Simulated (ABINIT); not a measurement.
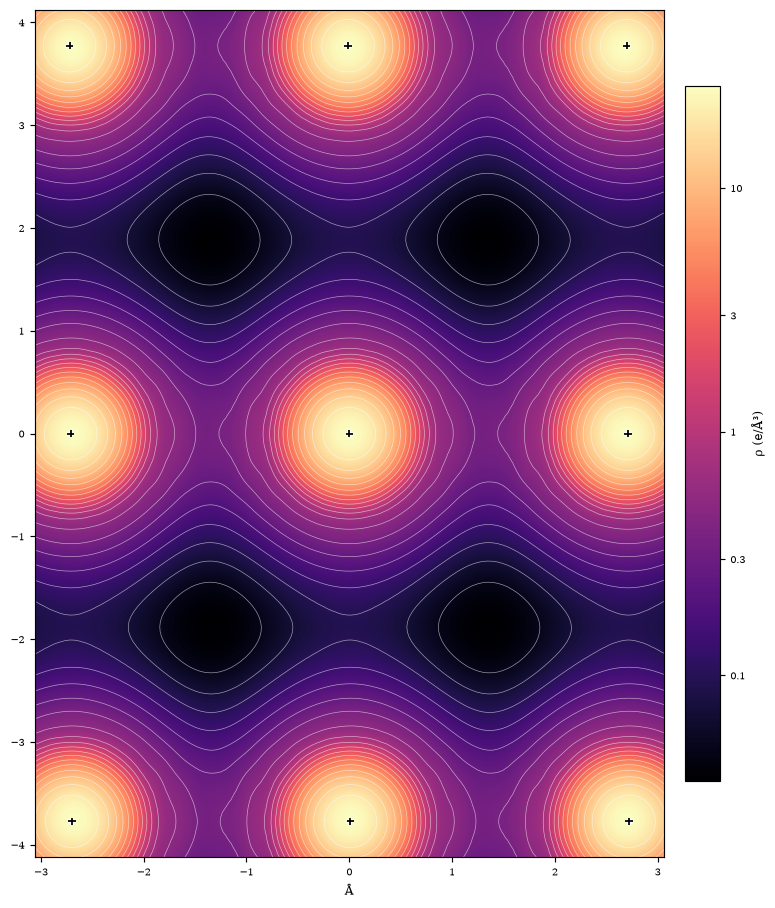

The valence electron density on a plane through atoms (crosses mark nuclei in the plane).

Method: ABINIT, Kohn-Sham DFT of a periodic cell, PBE, JTH PAW PBE v2.0.

Candidates:
A. SiO2, a = 4.95 Å, b = 4.95 Å, c = 7.31 Å, α = 90.00°, β = 90.00°, γ = 90.00°. Space group I-42d; a structure from a database of computed crystals, not necessarily the ambient phase; computed pressure about 3 GPa in this cell.
B. As, a = 2.67 Å, b = 2.71 Å, c = 2.73 Å, α = 89.26°, β = 88.59°, γ = 89.49°. Space group P-1; a structure from a database of computed crystals, not necessarily the ambient phase; computed pressure about 2 GPa in this cell.

Which candidate gave the map?

Answer. Candidate B: As on the (101) plane of the conventional cell, which holds As. As–As (2.71 Å): the density is about 0.35 e/Å³ at the midpoint.
